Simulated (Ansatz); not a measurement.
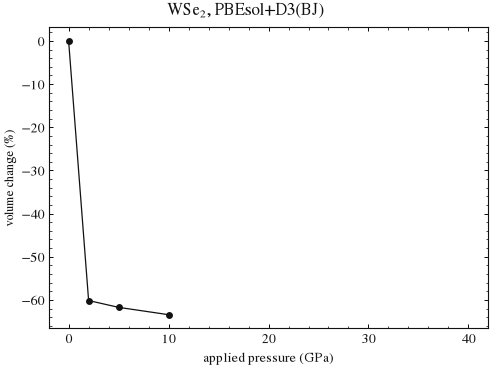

The picture above shows the volume change against applied pressure for WSe₂, space group P-6m2 (No. 187).

Structure:
```cif
data_structure
_symmetry_space_group_name_H-M 'P 1'
_symmetry_Int_Tables_number 1
_cell_length_a 3.2407
_cell_length_b 3.2407
_cell_length_c 16.6407
_cell_angle_alpha 90.000
_cell_angle_beta 90.000
_cell_angle_gamma 119.999
_cell_volume 151.35
loop_
_atom_site_label
_atom_site_type_symbol
_atom_site_fract_x
_atom_site_fract_y
_atom_site_fract_z
_atom_site_occupancy
W1 W 0.00000 0.00000 0.00000 1
Se1 Se 0.33333 0.66667 0.10100 1
Se2 Se 0.33333 0.66667 0.89900 1
```

How it was computed, with Ansatz 0.2.0: volume, enthalpy and cell of a crystal along a series of hydrostatic pressures at zero temperature, keeping its symmetry; changes are against the given cell; the k mesh follows the cell and the gap; plane waves with PAW datasets, Γ-centred k mesh. Level: PBEsol with D3(BJ), no spin polarisation.

- wave cutoff: 420 eV
- occupations: Gaussian
- k mesh at zero pressure: 12×12×2
- smearing width at zero pressure: 0.02 eV

The points at applied pressure 20 GPa and 40 GPa are left out of the plot. What values does the calculation give there?

```csv
applied pressure (GPa),volume change (%)
20,-65.81
40,-68.89
```

Limits of the calculation: a crossing between the sampled k points may be missed; coarse k mesh.
